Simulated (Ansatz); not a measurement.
Geometry relaxation of SiO2 (part 3 of 3)

Continued. System: SiO2 (P4₁2₁2, 12 atoms in the cell). Method: DFT, PBE, plane waves, PAW, no spin polarisation (Ansatz 0.2.0); cutoff 420 eV, 2×2×1 k-mesh, Gaussian smearing of 0.02 eV. The structure derives from a Materials Project entry. The settings are looser than a standard set-up, so the numbers are not reference values.

Geometry of the input (Å; fractional positions):
```
4.9926  0.0000  0.0000
0.0000  4.9926  0.0000
0.0000  0.0000  6.9339
Si 0.6987  0.6987  0.5000
Si 0.8013  0.1987  0.7500
Si 0.1987  0.8013  0.2500
Si 0.3013  0.3013  0.0000
O  0.8936  0.7614  0.3201
O  0.1064  0.2386  0.8201
O  0.7614  0.8936  0.6799
O  0.2614  0.6064  0.0701
O  0.2386  0.1064  0.1799
O  0.3936  0.7386  0.4299
O  0.6064  0.2614  0.9299
O  0.7386  0.3936  0.5701
```

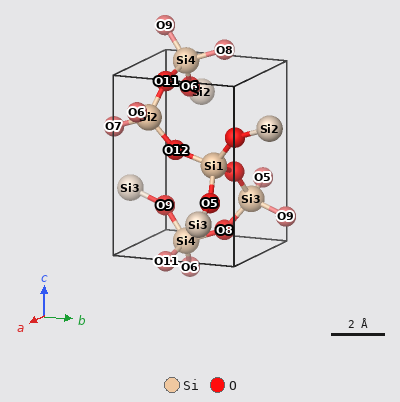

The geometry at step 6 of the log (ball-and-stick view of the cell of the calculation, seen slightly off an axis; neighbours outside the cell are drawn fainter; atoms are numbered from 1 in the order of the input).

## Output, continued
```
  k-point 0: bands = ["-18.4586", "-17.5997", "-17.5997", "-16.4748", "-16.4501", "-16.4457", "-16.4317", "-16.4317", "-8.7093", "-6.5841", "-6.5841", "-4.8781", "-4.8077", "-4.8077", "-4.3477", "-4.2032", "-1.9840", "-1.9840", "-1.9672", "-1.4780", "-1.4371", "-1.1814", "-0.9885", "-0.9360", "-0.9360", "-0.4383", "-0.4383", "-0.2783", "0.1831", "0.6038", "0.6038", "0.8443", "6.3460", "9.5181", "9.5181", "9.6878", "9.6878", "10.1605", "10.3916", "11.5751", "11.5751", "11.7977", "11.8173", "11.9793"]
  k-point 1: bands = ["-18.0399", "-18.0399", "-17.0742", "-17.0742", "-16.4870", "-16.4870", "-16.4385", "-16.4385", "-7.6410", "-7.6410", "-5.5314", "-5.5314", "-4.5671", "-4.5671", "-4.4022", "-4.4022", "-2.0875", "-2.0875", "-1.7102", "-1.7102", "-1.3600", "-1.3600", "-1.0864", "-1.0864", "-0.7643", "-0.7643", "-0.1724", "-0.1724", "0.2082", "0.2082", "0.3999", "0.3999", "8.3054", "8.3054", "9.9710", "9.9710", "10.2260", "10.2260", "10.5982", "10.5982", "11.1733", "11.1733", "11.9313", "11.9313"]
  k-point 2: bands = ["-17.5797", "-17.5797", "-17.5723", "-17.5723", "-16.4884", "-16.4884", "-16.4854", "-16.4854", "-6.6628", "-6.6628", "-6.5710", "-6.5710", "-4.2701", "-4.2701", "-4.1565", "-4.1565", "-2.0148", "-2.0148", "-1.8826", "-1.8826", "-1.5874", "-1.5874", "-1.4308", "-1.4308", "-0.4836", "-0.4836", "-0.4695", "-0.4695", "0.2567", "0.2567", "0.2860", "0.2860", "9.3303", "9.3303", "9.4165", "9.4165", "10.5830", "10.5830", "11.0183", "11.0183", "11.6851", "11.6851", "11.6916", "11.6916"]
--- Relaxed structure (8 steps of the walk, 8 accepted, 3 SCFs on fresh bases) ---
  F+E_penalty+E_count = -7096.34138666 eV   max|allowed force component| = 6.815e-4 eV/Å   (the final SCF, on the basis selected at the relaxed cell)
  cell:  # Å, volume = 184.7888 Å³
    - [5.092619754594167, -5.178599087213792e-34, 0.0]
    - [-3.4523993914758614e-34, 5.092619754594167, 5.178599087213792e-34]
    - [0.0, 7.192181525964378e-34, 7.1251364226522815]
  atoms:
    - { symbol: Si, position: [0.7076829489836364, 0.7076829489836364, 0.49999999999999994] }
    - { symbol: Si, position: [0.7923170510163636, 0.20768294898363635, 0.75] }
    - { symbol: Si, position: [0.20768294898363635, 0.7923170510163636, 0.24999999999999997] }
    - { symbol: Si, position: [0.2923170510163636, 0.2923170510163636, 1.0424129195239853e-20] }
    - { symbol: O, position: [0.9094441292579908, 0.7580475039377529, 0.3270916518416804] }
    - { symbol: O, position: [0.09055587074200919, 0.24195249606224722, 0.8270916518416803] }
    - { symbol: O, position: [0.7580475039377529, 0.9094441292579908, 0.6729083481583195] }
    - { symbol: O, position: [0.25804750393775283, 0.5905558707420092, 0.07709165184168036] }
    - { symbol: O, position: [0.24195249606224722, 0.09055587074200919, 0.17290834815831962] }
    - { symbol: O, position: [0.40944412925799084, 0.741952496062247, 0.42290834815831957] }
    - { symbol: O, position: [0.5905558707420092, 0.25804750393775283, 0.9229083481583197] }
    - { symbol: O, position: [0.741952496062247, 0.40944412925799084, 0.5770916518416803] }
```

## Trajectory as extended XYZ (Å, eV, eV/Å), 11 frames, from step=1 to step=11
```
12
Lattice="4.9926 0.0000 0.0000 0.0000 4.9926 0.0000 0.0000 0.0000 6.9339" Properties=species:S:1:pos:R:3:forces:R:3 step=1 energy=-7096.25190 pressure_GPa=4.71
Si    3.4882    3.4882    3.4670    0.0409   0.0409   0.0000
Si    4.0008    0.9918    5.2004   -0.0409   0.0409   0.0000
Si    0.9918    4.0008    1.7335    0.0409  -0.0409   0.0000
Si    1.5045    1.5045    0.0000   -0.0409  -0.0409   0.0000
O     4.4613    3.8013    2.2196   -0.1310   0.0157  -0.2497
O     0.5314    1.1913    5.6866    0.1310  -0.0157  -0.2497
O     3.8013    4.4613    4.7143    0.0157  -0.1310   0.2497
O     1.3050    3.0277    0.4861    0.0157   0.1310  -0.2497
O     1.1913    0.5314    1.2474   -0.0157   0.1310   0.2497
O     1.9649    3.6876    2.9808   -0.1310  -0.0157   0.2497
O     3.0277    1.3050    6.4478    0.1310   0.0157   0.2497
O     3.6876    1.9649    3.9531   -0.0157  -0.1310  -0.2497
12
Lattice="5.0183 0.0000 0.0000 0.0000 5.0183 0.0000 0.0000 0.0000 6.9864" Properties=species:S:1:pos:R:3:forces:R:3 step=2 energy=-7096.29762 pressure_GPa=2.35
Si    3.5139    3.5139    3.4932    0.0419   0.0419   0.0000
Si    4.0136    1.0047    5.2398   -0.0419   0.0419   0.0000
Si    1.0047    4.0136    1.7466    0.0419  -0.0419   0.0000
Si    1.5044    1.5044    0.0000   -0.0419  -0.0419   0.0000
O     4.4951    3.8187    2.2411   -0.0750  -0.0046  -0.1058
O     0.5232    1.1996    5.7343    0.0750   0.0046  -0.1058
O     3.8187    4.4951    4.7453   -0.0046  -0.0750   0.1058
O     1.3095    3.0324    0.4945   -0.0046   0.0750  -0.1058
O     1.1996    0.5232    1.2521    0.0046   0.0750   0.1058
O     1.9859    3.7088    2.9987   -0.0750   0.0046   0.1058
O     3.0324    1.3095    6.4919    0.0750  -0.0046   0.1058
O     3.7088    1.9859    3.9877    0.0046  -0.0750  -0.1058
12
Lattice="5.0486 0.0000 0.0000 0.0000 5.0486 0.0000 0.0000 0.0000 7.0498" Properties=species:S:1:pos:R:3:forces:R:3 step=3 energy=-7096.30796 pressure_GPa=-0.07
Si    3.5467    3.5467    3.5249    0.0129   0.0129   0.0000
Si    4.0262    1.0224    5.2874   -0.0129   0.0129   0.0000
Si    1.0224    4.0262    1.7625    0.0129  -0.0129   0.0000
Si    1.5019    1.5019    0.0000   -0.0129  -0.0129   0.0000
O     4.5381    3.8381    2.2690   -0.0014  -0.0174   0.0304
O     0.5105    1.2105    5.7939    0.0014   0.0174   0.0304
O     3.8381    4.5381    4.7809   -0.0174  -0.0014  -0.0304
O     1.3138    3.0348    0.5065   -0.0174   0.0014   0.0304
O     1.2105    0.5105    1.2560    0.0174   0.0014  -0.0304
O     2.0138    3.7348    3.0184   -0.0014   0.0174  -0.0304
O     3.0348    1.3138    6.5433    0.0014  -0.0174  -0.0304
O     3.7348    2.0138    4.0314    0.0174  -0.0014   0.0304
12
Lattice="5.0589 0.0000 0.0000 0.0000 5.0589 0.0000 0.0000 0.0000 7.0673" Properties=species:S:1:pos:R:3:forces:R:3 step=4 energy=-7096.30612 pressure_GPa=0.03
Si    3.5607    3.5607    3.5336    0.0040   0.0040   0.0000
Si    4.0276    1.0313    5.3005   -0.0040   0.0040   0.0000
Si    1.0313    4.0276    1.7668    0.0040  -0.0040   0.0000
Si    1.4982    1.4982    0.0000   -0.0040  -0.0040   0.0000
O     4.5616    3.8425    2.2849    0.0008  -0.0070   0.0014
O     0.4973    1.2164    5.8186   -0.0008   0.0070   0.0014
O     3.8425    4.5616    4.7823   -0.0070   0.0008  -0.0014
O     1.3131    3.0267    0.5181   -0.0070  -0.0008   0.0014
O     1.2164    0.4973    1.2487    0.0070  -0.0008  -0.0014
O     2.0322    3.7458    3.0155    0.0008   0.0070  -0.0014
O     3.0267    1.3131    6.5492   -0.0008  -0.0070  -0.0014
O     3.7458    2.0322    4.0518    0.0070   0.0008   0.0014
12
Lattice="5.0639 0.0000 0.0000 0.0000 5.0639 0.0000 0.0000 0.0000 7.0716" Properties=species:S:1:pos:R:3:forces:R:3 step=5 energy=-7096.30486 pressure_GPa=0.00
Si    3.5671    3.5671    3.5358    0.0005   0.0005   0.0000
Si    4.0287    1.0352    5.3037   -0.0005   0.0005   0.0000
Si    1.0352    4.0287    1.7679    0.0005  -0.0005   0.0000
Si    1.4968    1.4968    0.0000   -0.0005  -0.0005   0.0000
O     4.5716    3.8445    2.2894    0.0002  -0.0004   0.0008
O     0.4922    1.2194    5.8251   -0.0002   0.0004   0.0008
O     3.8445    4.5716    4.7822   -0.0004   0.0002  -0.0008
O     1.3126    3.0242    0.5215   -0.0004  -0.0002   0.0008
O     1.2194    0.4922    1.2464    0.0004  -0.0002  -0.0008
O     2.0397    3.7513    3.0143    0.0002   0.0004  -0.0008
O     3.0242    1.3126    6.5501   -0.0002  -0.0004  -0.0008
O     3.7513    2.0397    4.0572    0.0004   0.0002   0.0008
12
Lattice="5.0639 0.0000 0.0000 0.0000 5.0639 0.0000 0.0000 0.0000 7.0716" Properties=species:S:1:pos:R:3:forces:R:3 step=6 energy=-7096.34128 pressure_GPa=0.36
Si    3.5671    3.5671    3.5358    0.0001   0.0001   0.0000
Si    4.0287    1.0352    5.3037   -0.0001   0.0001   0.0000
Si    1.0352    4.0287    1.7679    0.0001  -0.0001   0.0000
Si    1.4968    1.4968    0.0000   -0.0001  -0.0001   0.0000
O     4.5716    3.8445    2.2894    0.0000  -0.0004   0.0012
O     0.4922    1.2194    5.8251    0.0000   0.0004   0.0012
O     3.8445    4.5716    4.7822   -0.0004   0.0000  -0.0012
O     1.3126    3.0242    0.5215   -0.0004   0.0000   0.0012
O     1.2194    0.4922    1.2464    0.0004   0.0000  -0.0012
O     2.0397    3.7513    3.0143    0.0000   0.0004  -0.0012
O     3.0242    1.3126    6.5501    0.0000  -0.0004  -0.0012
O     3.7513    2.0397    4.0572    0.0004   0.0000   0.0012
12
Lattice="5.0816 0.0000 0.0000 0.0000 5.0816 0.0000 0.0000 0.0000 7.1097" Properties=species:S:1:pos:R:3:forces:R:3 step=7 energy=-7096.33721 pressure_GPa=0.01
Si    3.5895    3.5895    3.5549    0.0069   0.0069   0.0000
Si    4.0329    1.0487    5.3323   -0.0069   0.0069   0.0000
Si    1.0487    4.0329    1.7774    0.0069  -0.0069   0.0000
Si    1.4921    1.4921    0.0000   -0.0069  -0.0069   0.0000
O     4.6083    3.8543    2.3167   -0.0006  -0.0010   0.0066
O     0.4734    1.2274    5.8715    0.0006   0.0010   0.0066
O     3.8543    4.6083    4.7930   -0.0010  -0.0006  -0.0066
O     1.3134    3.0142    0.5393   -0.0010   0.0006   0.0066
O     1.2274    0.4734    1.2382    0.0010   0.0006  -0.0066
O     2.0675    3.7682    3.0156   -0.0006   0.0010  -0.0066
O     3.0142    1.3134    6.5704    0.0006  -0.0010  -0.0066
O     3.7682    2.0675    4.0941    0.0010  -0.0006   0.0066
12
Lattice="5.0887 0.0000 0.0000 0.0000 5.0887 0.0000 0.0000 0.0000 7.1158" Properties=species:S:1:pos:R:3:forces:R:3 step=8 energy=-7096.33525 pressure_GPa=0.03
Si    3.5990    3.5990    3.5579   -0.0036  -0.0036   0.0000
Si    4.0341    1.0546    5.3369    0.0036  -0.0036   0.0000
Si    1.0546    4.0341    1.7790   -0.0036   0.0036   0.0000
Si    1.4897    1.4897    0.0000    0.0036   0.0036   0.0000
O     4.6230    3.8583    2.3238    0.0021   0.0001  -0.0008
O     0.4657    1.2304    5.8817   -0.0021  -0.0001  -0.0008
O     3.8583    4.6230    4.7920    0.0001   0.0021   0.0008
O     1.3140    3.0100    0.5449    0.0001  -0.0021  -0.0008
O     1.2304    0.4657    1.2341   -0.0001  -0.0021   0.0008
O     2.0787    3.7747    3.0130    0.0021  -0.0001   0.0008
O     3.0100    1.3140    6.5710   -0.0021   0.0001   0.0008
O     3.7747    2.0787    4.1028   -0.0001   0.0021  -0.0008
12
Lattice="5.0887 0.0000 0.0000 0.0000 5.0887 0.0000 0.0000 0.0000 7.1158" Properties=species:S:1:pos:R:3:forces:R:3 step=9 energy=-7096.34171 pressure_GPa=0.07
Si    3.5990    3.5990    3.5579   -0.0038  -0.0038   0.0000
Si    4.0341    1.0546    5.3369    0.0038  -0.0038   0.0000
Si    1.0546    4.0341    1.7790   -0.0038   0.0038   0.0000
Si    1.4897    1.4897    0.0000    0.0038   0.0038   0.0000
O     4.6230    3.8583    2.3238    0.0021   0.0003  -0.0008
O     0.4657    1.2304    5.8817   -0.0021  -0.0003  -0.0008
O     3.8583    4.6230    4.7920    0.0003   0.0021   0.0008
O     1.3140    3.0100    0.5449    0.0003  -0.0021  -0.0008
O     1.2304    0.4657    1.2341   -0.0003  -0.0021   0.0008
O     2.0787    3.7747    3.0130    0.0021  -0.0003   0.0008
O     3.0100    1.3140    6.5710   -0.0021   0.0003   0.0008
O     3.7747    2.0787    4.1028   -0.0003   0.0021  -0.0008
12
Lattice="5.0926 0.0000 0.0000 0.0000 5.0926 0.0000 0.0000 0.0000 7.1251" Properties=species:S:1:pos:R:3:forces:R:3 step=10 energy=-7096.34009 pressure_GPa=-0.00
Si    3.6040    3.6040    3.5626    0.0003   0.0003   0.0000
Si    4.0350    1.0576    5.3439   -0.0003   0.0003   0.0000
Si    1.0576    4.0350    1.7813    0.0003  -0.0003   0.0000
Si    1.4887    1.4887    0.0000   -0.0003  -0.0003   0.0000
O     4.6315    3.8604    2.3306    0.0007  -0.0001   0.0003
O     0.4612    1.2322    5.8931   -0.0007   0.0001   0.0003
O     3.8604    4.6315    4.7946   -0.0001   0.0007  -0.0003
O     1.3141    3.0075    0.5493   -0.0001  -0.0007   0.0003
O     1.2322    0.4612    1.2320    0.0001  -0.0007  -0.0003
O     2.0851    3.7785    3.0133    0.0007   0.0001  -0.0003
O     3.0075    1.3141    6.5758   -0.0007  -0.0001  -0.0003
O     3.7785    2.0851    4.1119    0.0001   0.0007   0.0003
12
Lattice="5.0926 0.0000 0.0000 0.0000 5.0926 0.0000 0.0000 0.0000 7.1251" Properties=species:S:1:pos:R:3:forces:R:3 step=11 energy=-7096.34139 pressure_GPa=-0.00
Si    3.6040    3.6040    3.5626    0.0002   0.0002   0.0000
Si    4.0350    1.0576    5.3439   -0.0002   0.0002   0.0000
Si    1.0576    4.0350    1.7813    0.0002  -0.0002   0.0000
Si    1.4887    1.4887    0.0000   -0.0002  -0.0002   0.0000
O     4.6315    3.8604    2.3306    0.0007  -0.0001   0.0004
O     0.4612    1.2322    5.8931   -0.0007   0.0001   0.0004
O     3.8604    4.6315    4.7946   -0.0001   0.0007  -0.0004
O     1.3141    3.0075    0.5493   -0.0001  -0.0007   0.0004
O     1.2322    0.4612    1.2320    0.0001  -0.0007  -0.0004
O     2.0851    3.7785    3.0133    0.0007   0.0001  -0.0004
O     3.0075    1.3141    6.5758   -0.0007  -0.0001  -0.0004
O     3.7785    2.0851    4.1119    0.0001   0.0007   0.0004
```
